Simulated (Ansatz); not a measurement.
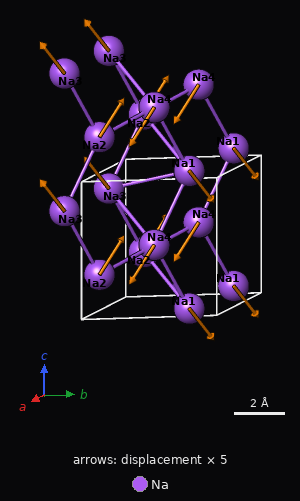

A relaxation of crystalline Na (built on the alpha-gallium_64 type). The starting structure is drawn; orange arrows show the displacements (the part carried along by the change of the cell is left out), magnified 5 times.

Style: ball-and-stick. Shown: the cell of the calculation, repeated 2 × 1 × 2 with one cell outlined, slightly off an axis.

Case: alpha-gallium type (Cmce, No. 64).

Theory: DFT r2SCAN, scalar-relativistic, plane waves, PAW in Ansatz.

The input:
```yaml
crystal:
  lattice:
    - [2.8410634178, -4.8150756238, 0.0]
    - [2.8410634178, 4.8150756238, 0.0]
    - [0.0, 0.0, 5.689685033]
  atoms:
    - { symbol: Na, position: [0.1525, 0.8475, 0.0785] }
    - { symbol: Na, position: [0.6525, 0.3475, 0.4215] }
    - { symbol: Na, position: [0.8475, 0.1525, 0.9215] }
    - { symbol: Na, position: [0.3475, 0.6525, 0.5785] }
basis:
  ecutwfc: 500
kpoints:
  mp_grid: { grid: [10, 10, 8] }
hamiltonian:
  xc: r2scan
scf:
  occupations: { method: gaussian, width: 0.1 }
output:
  forces: true
  stress: true
  eigenvalues: true
relax:
  adjacent_minimum: "off"
  f_tol: 0.01
  max_steps: 80
  cell: { stress_tol: 0.05 }
```

Question: What happened in the run?

Answer: The energy falls by 157 meV per atom in 16 accepted moves (21 points after the start). The largest force component goes from 0.017 to 0.00053 eV/Å. Pressure: 0.70 GPa at the start and 0.01 GPa at the end. The line search rejected the trial steps at points 8, 14, 15 of the run. At 2 points the geometry stayed and the basis and grid were re-selected for the new cell (energy shift of 5.8 meV per atom at most each time). The largest moves relative to the cell, 0.41 Å, are those of Na1, Na2, Na3 and Na4. Na2 goes roughly along [−1 1 3]. Cell: a = b 5.591 → 7.193 Å (+28.7 %), c 5.690 → 3.861 Å (−32.1 %), γ 118.9° → 129.7°. Volume −1.3 %. Some distances before and after: Na1–Na2 4.695 → 3.615 Å, Na1–Na3 3.521 → 4.346 Å, Na1–Na3 (another image) 3.070 → 3.423 Å, Na1–Na4 3.409 → 3.643 Å. Bond angles that change, for instance: Na4–Na1–Na4 113.1° → 64.0°, Na3–Na1–Na4 106.5° → 148.0°, Na2–Na1–Na4 61.8° → 73.6°. The space group (tolerance 0.01 Å) goes from Cmce (No. 64) to Fmmm (No. 69). The run took of the order of 22 core-minutes on a shared host.
